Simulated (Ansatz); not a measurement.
Given this structure:

```cif
data_structure
_symmetry_space_group_name_H-M 'P 1'
_symmetry_Int_Tables_number 1
_cell_length_a 4.4032
_cell_length_b 4.4032
_cell_length_c 4.4032
_cell_angle_alpha 90.000
_cell_angle_beta 90.000
_cell_angle_gamma 90.000
_cell_volume 85.37
loop_
_atom_site_label
_atom_site_type_symbol
_atom_site_fract_x
_atom_site_fract_y
_atom_site_fract_z
_atom_site_occupancy
Al1 Al 0.00000 0.00000 0.00000 1
N1 N 0.25000 0.25000 0.25000 1
Al2 Al 0.00000 0.50000 0.50000 1
N2 N 0.25000 0.75000 0.75000 1
Al3 Al 0.50000 0.00000 0.50000 1
N3 N 0.75000 0.25000 0.75000 1
Al4 Al 0.50000 0.50000 0.00000 1
N4 N 0.75000 0.75000 0.25000 1
```

Characterise the structure given above.

The formula is AlN. It belongs to space group F-43m (No. 216) and has a face-centred cubic lattice. It adopts the structure known as zinc blende (sphalerite type). With Z = 4, the cell contains 4 Al, 4 N. The polyhedra are AlN4 tetrahedra; they share corners. The Al atoms are each bonded to four N in a tetrahedral arrangement at 1.91 Å. The coordination shell of N holds four Al in a tetrahedral arrangement at 1.91 Å. The bonds build a three-dimensional framework.

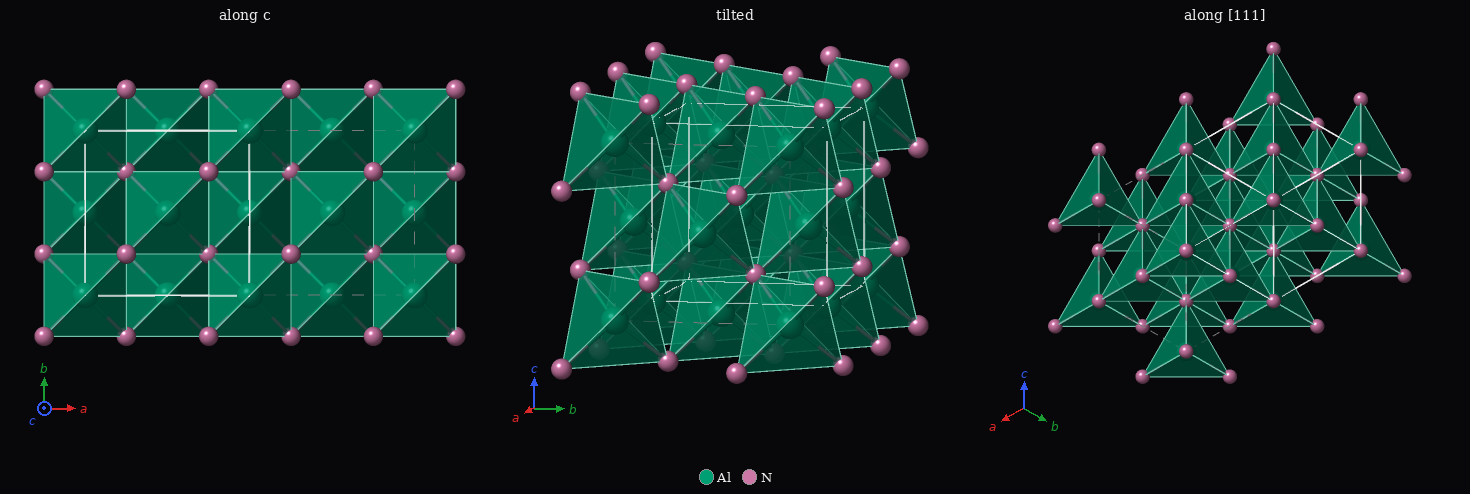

Crystal structure, polyhedral style, seen along the c axis, slightly off an axis and along [111]. The picture spans 2×1×1 cells, one conventional unit cell being drawn with solid lines. Some neighbours outside the box are added.

The structure comes from a structure listed in the Materials Project. Earlier steps of the study, as a rule a relaxation of our own, may have changed the cell and positions, so they can lie some per cent off the listed ones. An electronic-structure calculation with Ansatz was run on it.
